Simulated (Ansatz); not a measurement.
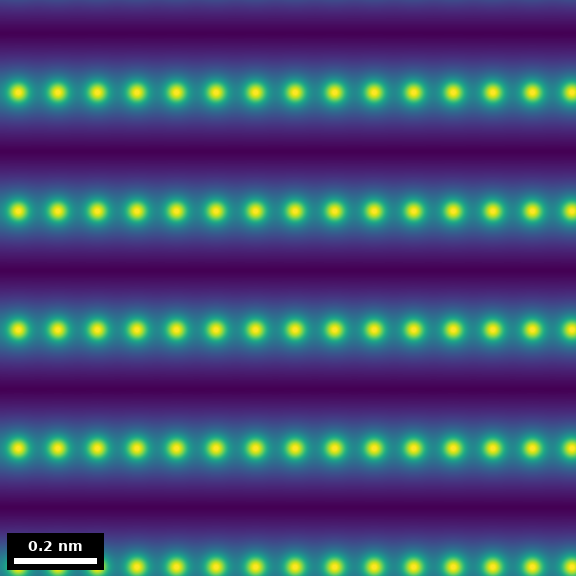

Projected-potential map of Dy. Computed as the sum of neutral-atom potentials (tabulated electron scattering factors, B = 0.3 Å²) projected along the beam and smoothed by 0.25 Å; brighter is more positive. The display is stretched by a gamma of 0.6; percentages refer to the linear signal.

Question: What two-dimensional lattice does the image show, and how large is its cell?

Answer: The pattern repeats on a rectangular net of 1.0 × 2.9 Å.

Question: What is the plane group of the image?

Answer: p2mm: mirror lines in two perpendicular directions, with twofold points where they cross.

Question: How many columns does the smallest repeating cell hold, and how many levels of brightness?

Answer: 1 column in the primitive cell of 2.8 Å², all of one brightness.

The crystal is Dy (Im-3m, No. 229) seen along [221]. Atomic positions: the input geometry of a calculation; the starting structure was generated, so it need not be a known form of this composition.
